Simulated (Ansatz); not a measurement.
Run report: Ge$_{3}$Si, geometry relaxation (part 2 of 2)

Continued. System: Ge$_{3}$Si (P6/mmm, 4 atoms in the cell). Method: DFT PBE, scalar-relativistic, plane waves, PAW, no spin polarisation (Ansatz 0.2.0); cutoff 420 eV, 18×18×4 k-mesh, Gaussian smearing of 0.1 eV. The structure was made by a generator, so it may or may not be a known phase.

Geometry of the input (Å; fractional positions):
```
2.7869  0.0000  0.0000
-1.3934  2.4135  0.0000
0.0000  0.0000  11.1292
Si 0.0000  0.0000  0.5000
Ge 0.0000  0.0000  0.7393
Ge 0.0000  0.0000  0.0000
Ge 0.0000  0.0000  0.2607
```

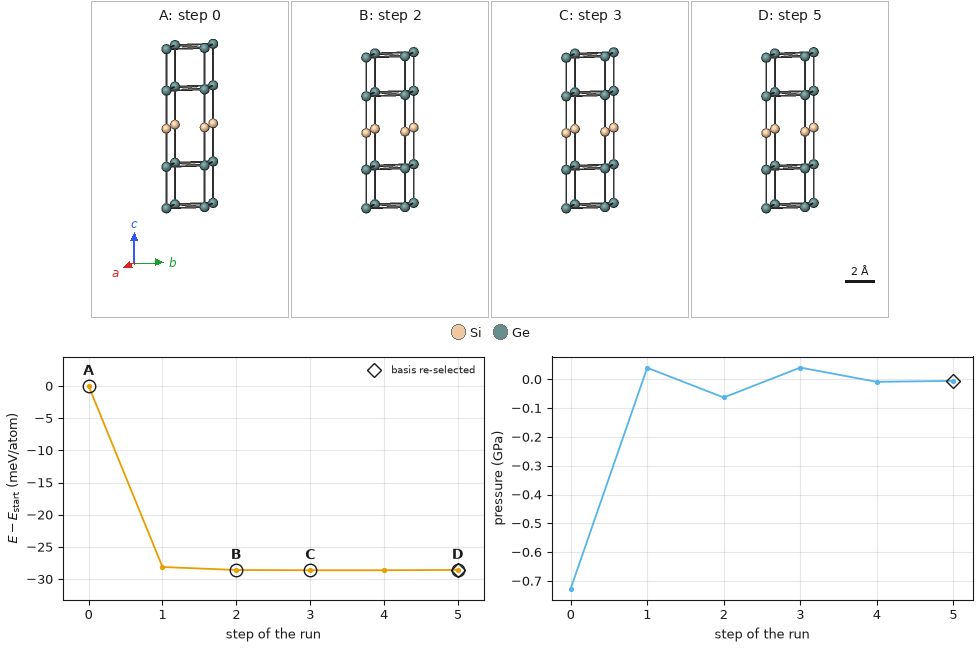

Figure 1. Frames of the relaxation (ball-and-stick view of the cell of the calculation, seen slightly off an axis) above the curves, on which the letters mark them (the first geometry is step 0 here and step 1 in the log).

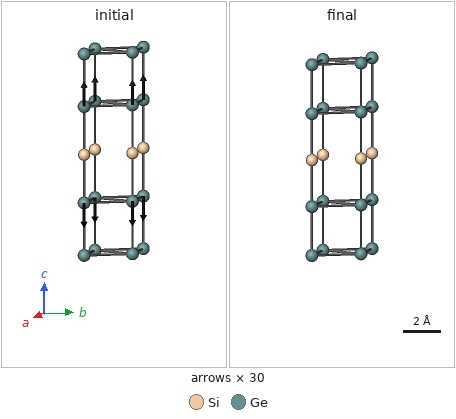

Figure 2. Before (left) and after (right) the relaxation, at one scale (ball-and-stick view of the cell of the calculation, seen slightly off an axis). The black arrows give the displacements (without the part carried along by the change of the cell), magnified 30 times. Over 4 geometry steps the energy falls by 28.6 meV per atom. Largest force component: 0.016 eV/Å at the start, 0.0003 eV/Å at the end. The pressure goes from −0.73 to −0.01 GPa. The largest moves relative to the cell, 0.046 Å, are those of Ge2 and Ge4. Si stays in place. The volume changes by −2.4 %, with a = b 2.787 → 2.829 Å (+1.5 %), c 11.129 → 10.541 Å (−5.3 %). Distances before and after: Ge2–Ge3 2.902 → 2.702 Å, Si1–Ge2 2.663 → 2.568 Å, Ge2–Ge2 2.787 → 2.829 Å. The space group stays P6/mmm (No. 191). A last SCF at the same geometry on a re-selected plane-wave basis shifts the energy by +0.0 meV per atom. (Atoms are counted from 1 in the order of the input.)

```
basis re-selected at this cell: Δ(F+E_penalty+E_count) = +1.909e-4 eV, ΔP = +0.003 GPa vs the last step (what re-selecting the basis moved, of the pressure what is left beyond the Pulay correction that the steps carried, after the strain that the cell walked since its last selection, with what the two solves' SCF thresholds leave and, on support functions, any second-order correction that the steps lacked; it is no measure of the basis error at this ecutwfc). The dense FFT grid was sized anew with the basis: this SCF ran on 20×20×72 points, the steps before it on 20×20×75, so part of this shift can come from that change (see relax.cell in the input reference). This SCF's stress stands 5.50e-3 GPa from its target on what of the cell is left free (relax.cell.stress_tol is 5.00e-2 GPa) and its largest allowed force component is 3.00e-4 eV/Å (relax.f_tol is 1.00e-2 eV/Å): within both
SCF converged after 6 iterations
Free energy (F): -13519.569727 eV
Harris-Foulkes:  -13519.569727 eV  (|F-HF|=2.18e-11)
Internal energy: -13519.560592 eV  (E = F + TS)
E sigma→0 (E₀):  -13519.565160 eV
Entropy (-TS):   -0.009136 eV (-2.284 meV/atom)
Fermi energy:    10.472130 eV
--- Per-component energies (eV) ---
  E_band       = -342.499491
  E_kinetic    = 371.204411
  E_local      = -7849.148320  (includes V_loc(G=0)·N_el)
  E_nonlocal   = 1274.262760
  E_hartree    = 3514.802515
  E_xc         = -282.088679
  E_vxc        = -240.659574  (∫ρ·V_xc dr)
  E_paw        = -6564.784984  (= ΣΔE_a)
  E_vpaw       = -927.764843  (= ΣTr[D̂ρ^β])
  E_aug_tail   = 0.001152  (compensation charges beyond the density's cutoff)
  E_ewald      = -3983.809447
  E_smearing   = -0.009136  (= −TS)
  E_closure    = 0.000000  (closes the sum)
  Σ components = -13519.569727   (vs F -13519.569727, Δ=0.00e0)
--- Forces (eV/Å), atoms counted from 1 ---
  atom   1  Si     0.00000000    -0.00000000     0.00000000
  atom   2  Ge     0.00000000     0.00000000    -0.00030018
  atom   3  Ge     0.00000000    -0.00000000     0.00000000
  atom   4  Ge    -0.00000000    -0.00000000     0.00030018
  max |Σ_I F_I| component: 5.42e-20 eV/Å
--- Stress (GPa, compression-positive) ---
       -0.005499      -0.000000       0.000000
       -0.000000      -0.005499       0.000000
        0.000000       0.000000      -0.005276
  P = ⅓ Tr σ = -0.0054 GPa (-0.054 kbar)
--- Band table (eV; the first three rows and the last of 111) ---
  k-point 0: bands = ["-14.2753", "-14.2158", "-14.2158", "-14.2081", "-14.2081", "-14.2066", "-14.2066", "-14.1908", "-14.1367", "-14.1235", "-14.1235", "-14.0837", "-14.0837", "-14.0707", "-14.0707", "-2.7455", "-1.6388", "-1.2621", "1.4637", "4.4053", "9.7755", "9.8445", "17.4907", "18.7268", "18.7268", "19.8424", "19.9900", "19.9900", "20.1380", "20.1380", "21.9501", "21.9501", "22.4562"]
  k-point 1: bands = ["-14.2752", "-14.2158", "-14.2158", "-14.2081", "-14.2081", "-14.2066", "-14.2066", "-14.1912", "-14.1364", "-14.1235", "-14.1235", "-14.0837", "-14.0837", "-14.0707", "-14.0707", "-2.6690", "-2.0243", "-0.7517", "1.0467", "5.0108", "7.9759", "11.7937", "16.0848", "18.7718", "18.7718", "19.6161", "19.6161", "20.6332", "20.6332", "21.1104", "21.7395", "21.7395", "22.4575"]
  k-point 2: bands = ["-14.2750", "-14.2158", "-14.2158", "-14.2081", "-14.2081", "-14.2066", "-14.2066", "-14.1916", "-14.1362", "-14.1235", "-14.1235", "-14.0837", "-14.0837", "-14.0707", "-14.0707", "-2.4997", "-2.3419", "-0.2349", "0.5076", "6.2381", "6.4358", "13.6066", "14.2521", "18.8315", "18.8315", "19.4219", "19.4219", "21.2181", "21.2181", "21.2469", "21.2469", "22.2031", "22.4589"]
  k-point 110: bands = ["-14.1870", "-14.1819", "-14.1819", "-14.1566", "-14.1566", "-14.1481", "-14.1481", "-14.1470", "-14.1470", "-14.1349", "-14.1349", "-14.1162", "-14.1162", "-14.0947", "-14.0301", "3.8763", "4.0040", "6.1768", "7.0273", "7.0273", "7.0339", "7.2883", "7.2883", "9.2513", "9.2513", "9.3977", "9.3977", "11.6336", "12.2488", "16.5989", "16.5989", "17.2857", "17.2857"]
--- Relaxed structure (5 steps of the walk, 5 accepted, 1 SCFs on fresh bases) ---
  F+E_penalty+E_count = -13519.56972738 eV   max|allowed force component| = 3.002e-4 eV/Å   (the final SCF, on the basis selected at the relaxed cell)
  cell:  # Å, volume = 73.0641 Å³
    - [2.8290619086767204, 2.9304480976021966e-11, -2.0122646343747254e-29]
    - [-1.4145309543637385, 2.450039481778279, -1.6833741769670008e-18]
    - [4.746760948642806e-32, -7.762390605218983e-18, 10.541165499646647]
  atoms:
    - { symbol: Si, position: [-7.992609269207029e-33, 1.925929944387236e-34, 0.5] }
    - { symbol: Ge, position: [1.879085602873127e-19, 3.758171205678696e-19, 0.7436572834205419] }
    - { symbol: Ge, position: [-4.338367481612899e-33, -1.0037115964967243e-34, 2.3182538441796384e-69] }
    - { symbol: Ge, position: [-1.8790856028729984e-19, -3.7581712056786943e-19, 0.2563427165794578] }
```

Trajectory as extended XYZ (Å, eV, eV/Å), 6 frames, from step=1 to step=6:
```
4
Lattice="2.7869 0.0000 0.0000 -1.3934 2.4135 0.0000 0.0000 0.0000 11.1292" Properties=species:S:1:pos:R:3:forces:R:3 step=1 energy=-13519.45542 pressure_GPa=-0.73
Si    0.0000    0.0000    5.5646    0.0000   0.0000   0.0000
Ge    0.0000    0.0000    8.2273    0.0000   0.0000   0.0161
Ge    0.0000    0.0000    0.0000    0.0000   0.0000   0.0000
Ge    0.0000    0.0000    2.9019    0.0000   0.0000  -0.0161
4
Lattice="2.8217 0.0000 0.0000 -1.4108 2.4436 0.0000 0.0000 0.0000 10.5846" Properties=species:S:1:pos:R:3:forces:R:3 step=2 energy=-13519.56790 pressure_GPa=0.04
Si    0.0000    0.0000    5.2923    0.0000   0.0000   0.0000
Ge    0.0000    0.0000    7.8825    0.0000   0.0000  -0.0710
Ge    0.0000    0.0000    0.0000    0.0000   0.0000   0.0000
Ge    0.0000    0.0000    2.7021    0.0000   0.0000   0.0710
4
Lattice="2.8298 0.0000 0.0000 -1.4149 2.4507 0.0000 0.0000 0.0000 10.5478" Properties=species:S:1:pos:R:3:forces:R:3 step=3 energy=-13519.56977 pressure_GPa=-0.06
Si    0.0000    0.0000    5.2739    0.0000   0.0000   0.0000
Ge    0.0000    0.0000    7.8394    0.0000   0.0000   0.0252
Ge    0.0000    0.0000    0.0000    0.0000   0.0000   0.0000
Ge    0.0000    0.0000    2.7084    0.0000   0.0000  -0.0252
4
Lattice="2.8288 0.0000 0.0000 -1.4144 2.4498 0.0000 0.0000 0.0000 10.5349" Properties=species:S:1:pos:R:3:forces:R:3 step=4 energy=-13519.56991 pressure_GPa=0.04
Si    0.0000    0.0000    5.2675    0.0000   0.0000   0.0000
Ge    0.0000    0.0000    7.8352    0.0000   0.0000  -0.0043
Ge    0.0000    0.0000    0.0000    0.0000   0.0000   0.0000
Ge    0.0000    0.0000    2.6997    0.0000   0.0000   0.0043
4
Lattice="2.8291 0.0000 0.0000 -1.4145 2.4500 0.0000 0.0000 0.0000 10.5412" Properties=species:S:1:pos:R:3:forces:R:3 step=5 energy=-13519.56992 pressure_GPa=-0.01
Si    0.0000    0.0000    5.2706    0.0000   0.0000   0.0000
Ge    0.0000    0.0000    7.8390    0.0000   0.0000  -0.0005
Ge    0.0000    0.0000    0.0000    0.0000   0.0000   0.0000
Ge    0.0000    0.0000    2.7022    0.0000   0.0000   0.0005
4
Lattice="2.8291 0.0000 0.0000 -1.4145 2.4500 0.0000 0.0000 0.0000 10.5412" Properties=species:S:1:pos:R:3:forces:R:3 step=6 energy=-13519.56973 pressure_GPa=-0.01
Si    0.0000    0.0000    5.2706    0.0000   0.0000   0.0000
Ge    0.0000    0.0000    7.8390    0.0000   0.0000  -0.0003
Ge    0.0000    0.0000    0.0000    0.0000   0.0000   0.0000
Ge    0.0000    0.0000    2.7022    0.0000   0.0000   0.0003
```

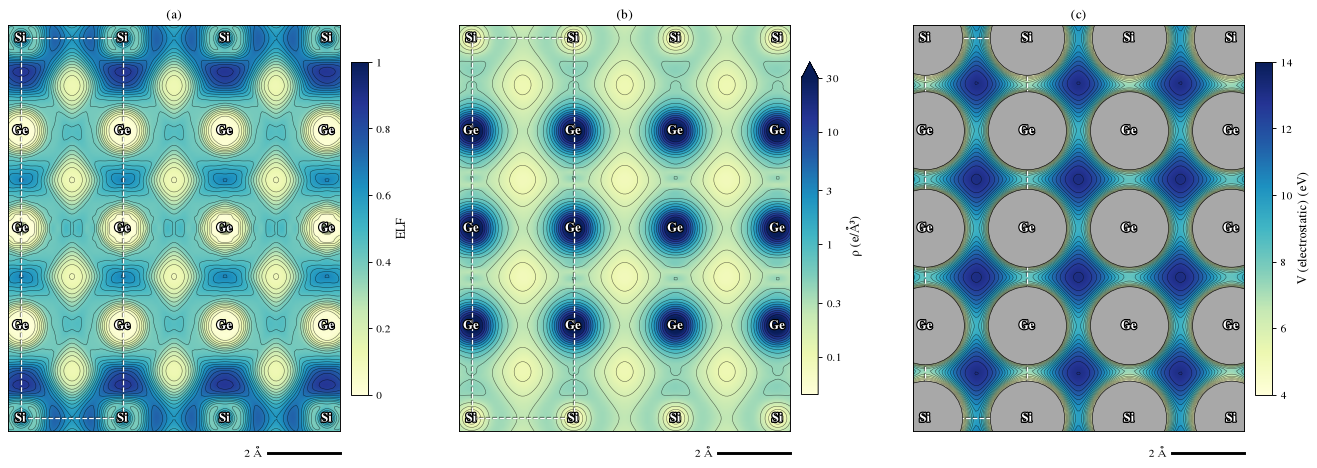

Figure 3. (a) electron localisation function; (b) valence charge density (pseudo); (c) electrostatic potential energy of an electron on the (100) plane of the conventional cell. Grey discs, where drawn, cover atomic cores. The section cuts through Si and Ge sites. Si–Ge (2.57 Å): ρ at the midpoint is about 0.41 e/Å³; the ELF is about 0.80 at the midpoint. Ge–Ge (2.70 Å): ρ at the midpoint is about 0.39 e/Å³, with its minimum of 0.25 e/Å³ about 1.2 Å from Ge; the ELF peaks at about 0.65 between the atoms. Ge–Ge (2.83 Å): ρ at the midpoint is about 0.25 e/Å³; the ELF is about 0.45 at the midpoint (no shared electron pair). Away from the nuclei the density in this plane falls to 0.08 e/Å³ at its lowest. Outside the cores the potential energy rises away from the atoms and is highest about 1.9 Å from the nearest atoms; outside the discs it spans about 9 eV, and its zero is arbitrary. Core electrons are frozen (PAW), so the fields are smoothed inside the atomic spheres.

Key numbers:

| quantity | value |
| --- | --- |
| outcome | converged |
| space group (tolerance 0.01 Å) | P6/mmm (191) |
| electrons treated | 46 |
| free energy | −13519.5697 eV |
| Fermi energy | 10.472 eV |
| gap on the k-point mesh | none (metallic) |
| pressure | −0.01 GPa |
| final volume | 73.06 Å³ |
| largest force (length of the vector) at the end | under 0.001 eV/Å |
| final cell | a = 2.829 Å, b = 2.829 Å, c = 10.541 Å, α = 90.00°, β = 90.00°, γ = 120.00° |
| wall time | 2.9 min |
| peak memory | 0.52 GiB |
